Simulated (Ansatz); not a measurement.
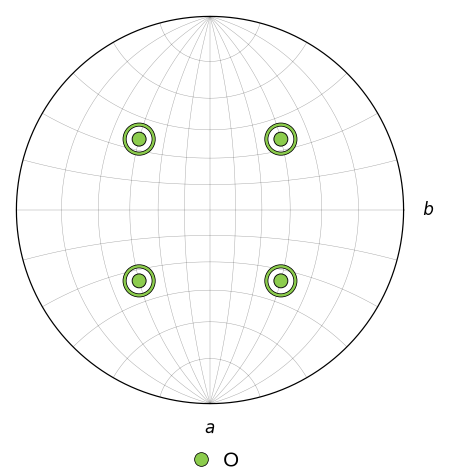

Crystal: TiO₂, the input geometry of an electronic-structure calculation (not necessarily at equilibrium); the starting structure was generated, so it need not be a known form of this composition. Directions from one titanium atom at (0, 0, 0) to its bonded neighbours, in stereographic projection down c (filled: above the plane of the page or in it, open: below). All values are computed from the atomic coordinates in the standard setting (tolerance 0.002 Å).

Neighbours are counted up to 2.66 Å for O.

```
CELL_PARAMETERS angstrom
4.79365 0.00000 0.00000
0.00000 4.79365 0.00000
0.00000 0.00000 4.79365
ATOMIC_POSITIONS crystal
Ti 0.00000 0.00000 0.00000
O 0.25000 0.75000 0.75000
O 0.25000 0.25000 0.75000
Ti 0.00000 0.50000 0.50000
O 0.25000 0.25000 0.25000
O 0.25000 0.75000 0.25000
Ti 0.50000 0.00000 0.50000
O 0.75000 0.75000 0.25000
O 0.75000 0.25000 0.25000
Ti 0.50000 0.50000 0.00000
O 0.75000 0.25000 0.75000
O 0.75000 0.75000 0.75000
```

How many neighbours are there, and at what angles?

8: 8 O at 2.08 Å. Angles between bonds: 71° (12×), 109° (12×), 180° (4×).

What is the site's symmetry in the crystal?

Point group m-3m (Oh), order 48: three fourfold axes, four threefold axes, six twofold axes, nine mirror planes, an inversion centre. In No. 225, Fm-3m this is Wyckoff position 4a.
